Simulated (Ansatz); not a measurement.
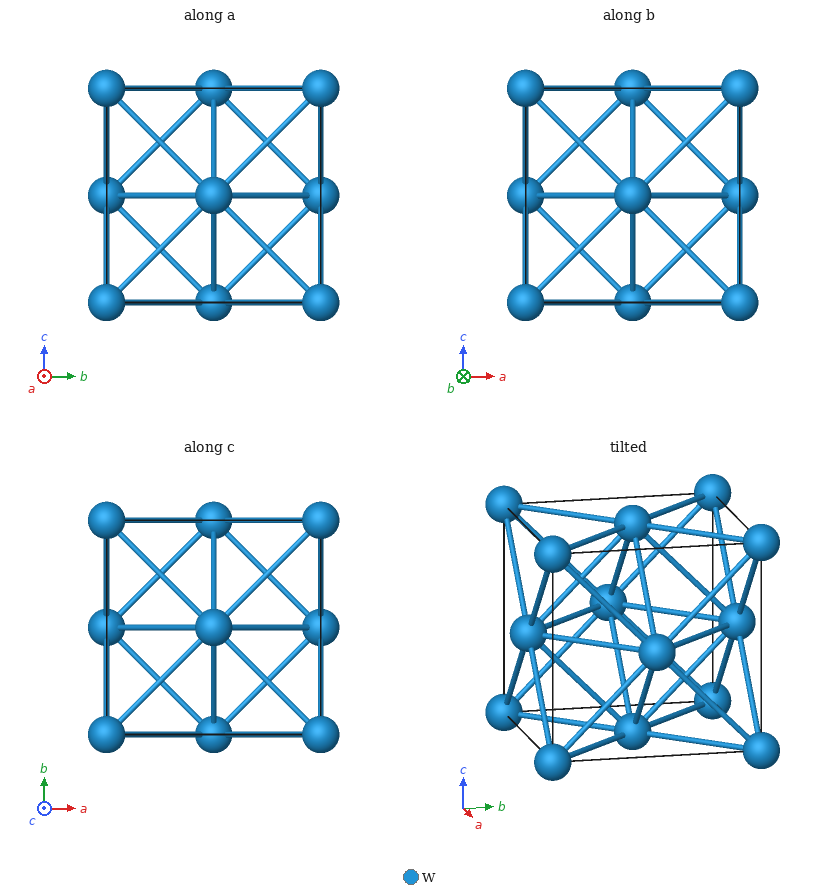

Drawn in the ball-and-stick manner and seen along the a axis, along the b axis, along the c axis and slightly off an axis. One conventional unit cell is framed, with atoms on its boundary repeated.

Lattice parameters: a = 4.0899 Å, b = 4.0899 Å, c = 4.0899 Å, α = 90.000°, β = 90.000°, γ = 90.000°.

Question: Set out the cell and atoms as a CIF with its space group and independent sites.

Answer:
```cif
data_structure
_symmetry_space_group_name_H-M 'F m -3 m'
_symmetry_Int_Tables_number 225
_cell_length_a 4.0899
_cell_length_b 4.0899
_cell_length_c 4.0899
_cell_angle_alpha 90.000
_cell_angle_beta 90.000
_cell_angle_gamma 90.000
_cell_volume 68.41
loop_
_atom_site_label
_atom_site_type_symbol
_atom_site_symmetry_multiplicity
_atom_site_Wyckoff_symbol
_atom_site_fract_x
_atom_site_fract_y
_atom_site_fract_z
_atom_site_occupancy
W1 W 4 a 0.0000 0.0000 0.0000 1
```

It goes back to a structure type filled with this element by a generator (whether the element takes this form wasn't checked). The cell was then strained or its atoms displaced on purpose. An electronic-structure calculation with Ansatz was run on it.

At this level of theory the cell isn't at rest (stretched, at -10 GPa), so its distances can differ from those at equilibrium, the more so the softer the solid.
